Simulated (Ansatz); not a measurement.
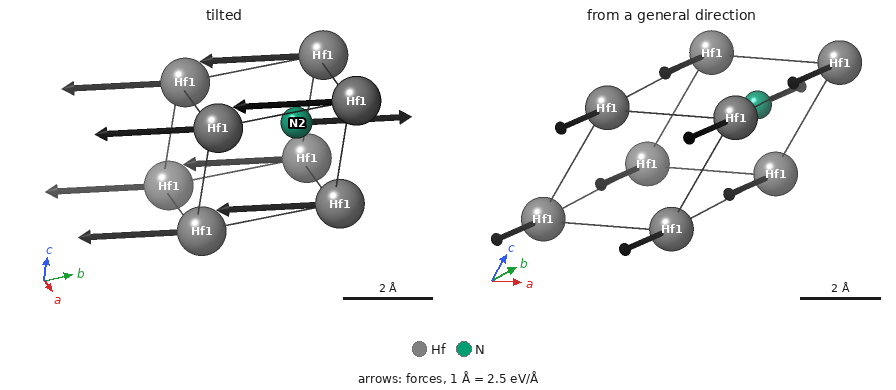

The figure gives a spheres-only picture of the atoms, viewed slightly off an axis and from a general direction. The simulation cell is drawn as a box. The arrows are the computed forces on the atoms.

System: HfN. Calculation details: DFT PBEsol, scalar-relativistic, plane waves, PAW in Ansatz; plane waves to 420 eV, a 12×12×12 mesh of k-points, Gaussian smearing of 0.15 eV, no spin polarisation.

Would an optimiser stop at this geometry?

Answer. No. The atoms still feel forces of up to about 5.7 eV/Å, far above a usual threshold of 0.01 to 0.03 eV/Å.

Which atom is pushed hardest?

Answer. Hf1 and N2, about 5.7 eV/Å.

It derives from a structure listed in the Materials Project. The cell was then strained or its atoms displaced on purpose. An electronic-structure calculation with Ansatz was run on it.
